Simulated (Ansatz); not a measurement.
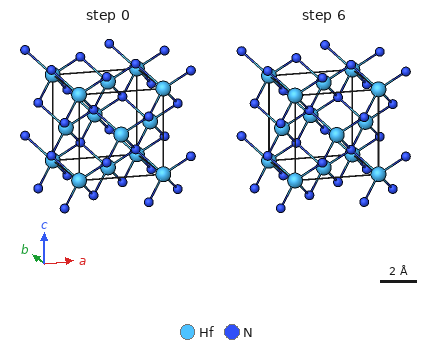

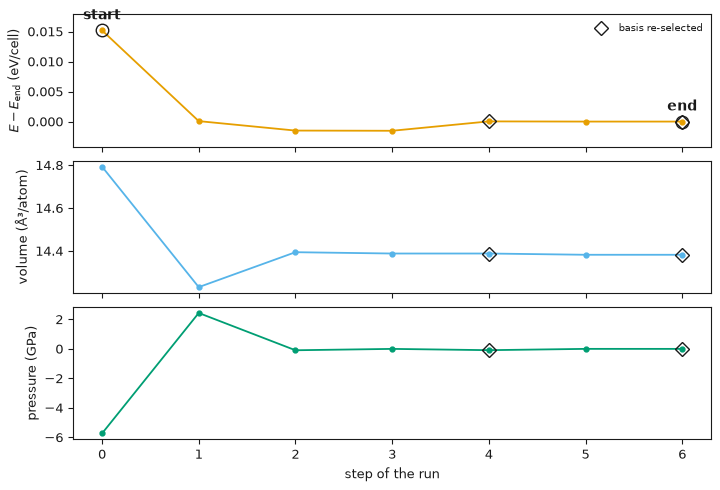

First and last geometry of a relaxation of a crystal of HfN (set up in F-43m), with the history of the run. A ball-and-stick model of the conventional cell (4 times the calculation's cell), seen slightly off an axis. Lengths and directions refer to the drawn axes.

The run lets cell and atoms move.

Level of theory: Kohn-Sham DFT of a periodic cell, PBEsol0, Ansatz PAW (Ansatz 0.2.0).

The input:
```yaml
crystal:
  lattice:
    - [0.0, 2.454822, 2.454822]
    - [2.454822, 0.0, 2.454822]
    - [2.454822, 2.454822, 0.0]
  atoms:
    - { symbol: Hf, position: [0.0, 0.0, 0.0] }
    - { symbol: "N", position: [0.25, 0.25, 0.25] }
hamiltonian:
  xc: { exchange: pbesol, correlation: pbesol, exx: { coeff: 0.25 } }
  pseudopotentials: { kind: paw }
kpoints:
  mp_grid: { grid: [5, 5, 5] }
scf:
  occupations: { method: fermi_dirac, width: 0.05 }
output:
  forces: true
  stress: true
  eigenvalues: true
  write_density: true
  write_potential: true
  elf: true
  volumetric_format: npy
relax:
  f_tol: 0.01
  max_steps: 40
  cell: { stress_tol: 0.05 }
```

Did the run converge, and what did it change?

Answer. It converged. The energy falls by 15.2 meV per cell of the calculation in 4 accepted moves (6 points after the start). All forces vanish by symmetry, so only the cell relaxes. Pressure: −5.73 GPa at the start and 0.00 GPa at the end. At 2 points the geometry stayed and the basis and grid were re-selected for the new cell (energy shift of 1.6 meV per cell of the calculation at most each time). The atoms keep their places relative to the cell (all moves are under 0.005 Å). The drawn cell changes as follows: a = b = c 4.910 → 4.864 Å (−0.9 %); the volume changes by −2.8 %. Among the contacts that change: Hf–Hf 3.472 → 3.439 Å, Hf–N 2.126 → 2.106 Å. The space group stays F-43m (No. 216). Cost: 95 s on 1 × NVIDIA H100 80GB HBM3 with 2 threads of AMD EPYC 7R13 Processor (Zen 3), on a shared host, peak memory 1.7 GiB.
